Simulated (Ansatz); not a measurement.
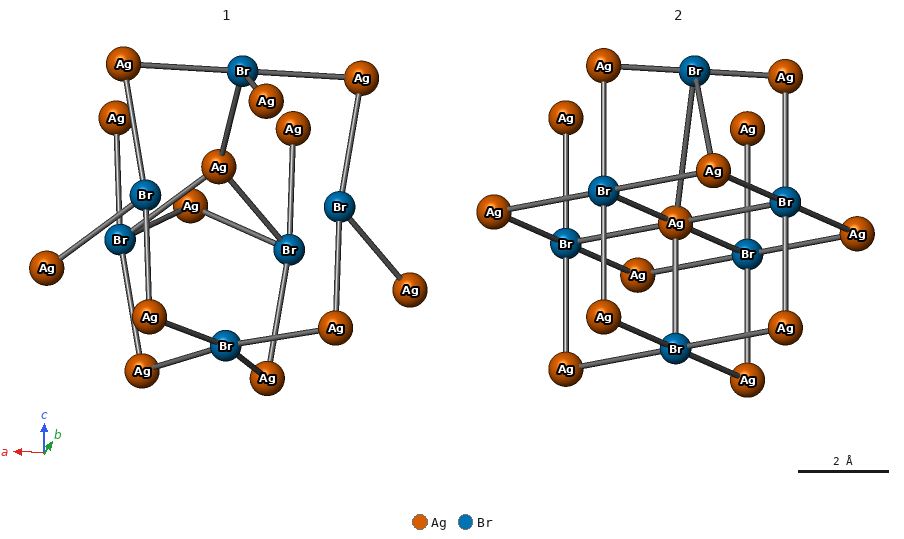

Two geometries of a defect cell of composition Ag₈Br₇ (started half-way along a vacancy jump, in the symmetry of that start), drawn at one scale. One is the start of a relaxation, the other its converged end. The picture is a ball-and-stick view of the atoms within 4.2 Å of the atom that moves most (axes of the conventional cell (2 times the calculation's cell) (origin shifted)), seen from a free direction. Lengths and directions refer to the drawn axes.

These are results of Ansatz 0.2.0, DFT PBE, scalar-relativistic, plane waves, PAW, not measurements. Set-up: plane-wave cutoff 420 eV; k-point mesh 4 × 4 × 4; occupations gaussian; smearing width 0.05 eV; no spin polarisation; atoms relaxed in a fixed cell; force threshold 0.02 eV/Å; at most 60 steps.

Which one is relaxed?

Structure 1 is the relaxed one. Over 17 accepted moves (19 points after the start) the energy falls by 4.216 eV per cell of the calculation. Largest force component: 6 eV/Å at the start, 0.0051 eV/Å at the end. The line search rejected the trial step at point 5 of the run. 1 step only repeated the SCF at the same geometry. The forces were under the threshold at step 8, but the run went on from there. The largest moves, 1.55 Å, are those of Ag atoms. By element the largest moves are Ag 1.55 Å, Br 0.23 Å. The lattice vectors keep their values. Some distances before and after: Ag–Br 2.921 → 4.444 Å, Ag–Ag 4.131 → 2.847 Å, Ag–Br 2.921 → 3.742 Å, Ag–Br 2.065 → 2.707 Å. Bonds break: Ag–Br (2.92 → 4.44 Å). Among the angles between lasting bonds that change: Ag–Br–Ag 90.0° → 62.6°, Ag–Br–Ag 90.0° → 63.7°, Ag–Br–Ag 90.0° → 66.5°. The run took 6.4 min on 4 threads of Arm Neoverse V1 (shared host), peak memory 1.6 GiB.

Limits of the set-up: the cell has an odd number of electrons but was run without spin polarisation; the periodic images lie only 8.3 Å apart, so the values are limited by the cell's size.
